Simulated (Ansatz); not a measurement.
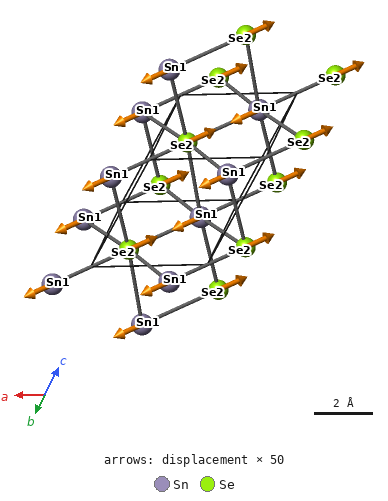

A relaxation of crystalline SnSe (a generated structure, set up in I4mm). The starting structure is drawn; orange arrows show the displacements (the part carried along by the change of the cell is left out), 50 times their true length.

The picture is a ball-and-stick view of the cell of the calculation, seen from a free direction.

These are results of DFT PBE, scalar-relativistic, plane waves, PAW (Ansatz), not measurements.

Input file:
```yaml
crystal:
  lattice:
    - [-2.1374417381, 2.1374417381, 3.0303346635]
    - [2.1374417381, -2.1374417381, 3.0303346635]
    - [2.1374417381, 2.1374417381, -3.0303346635]
  atoms:
    - { symbol: Sn, position: [0.2578476258, 0.2578476258, 0.0] }
    - { symbol: Se, position: [0.7421523742, 0.7421523742, 0.0] }
basis:
  ecutwfc: 420
kpoints:
  mp_grid: { grid: [12, 12, 12] }
hamiltonian:
  xc: pbe
scf:
  occupations: { method: gaussian, width: 0.02 }
output:
  forces: true
  stress: true
  eigenvalues: true
  write_density: true
  write_potential: true
  elf: true
  volumetric_format: npy
relax:
  adjacent_minimum: "off"
  f_tol: 0.01
  max_steps: 80
  cell: { stress_tol: 0.05 }
```

Run as
```bash
ansatz run input.yaml --threads 1 --pin off --max-ram 2560MiB --backend cpu --events-out ev --progress --plain --runs-dir out
```

Q: Describe the change and its energy.

A: Over 5 accepted moves (6 points after the start) the energy falls by 0.5 meV per atom. The largest force component goes from 0.0024 to under 0.0001 eV/Å. Pressure: 0.42 GPa at the start and 0.01 GPa at the end. At 1 point the geometry stayed and the basis and grid were re-selected for the new cell (energy shift of less than 0.05 meV per atom at most each time). The largest moves relative to the cell, 0.024 Å, are those of Sn1 and Se2. Sn1 goes along [1 1 0]. By element the largest moves are Sn 0.024 Å, Se 0.024 Å. The drawn cell changes as follows: a = b = c 4.280 → 4.298 Å (+0.4 %), γ 89.9° → 89.7°; the volume changes by +1.1 %. Some distances before and after: Sn1–Se2 3.125 → 3.189 Å, Sn1–Se2 (another image) 2.935 → 2.902 Å, Sn1–Se2 (another image) 3.024 → 3.036 Å. The space group stays I4mm (No. 107). Cost: 2.1 min on 1 thread of Arm Neoverse V1, with other jobs on the host, peak memory 0.48 GiB.
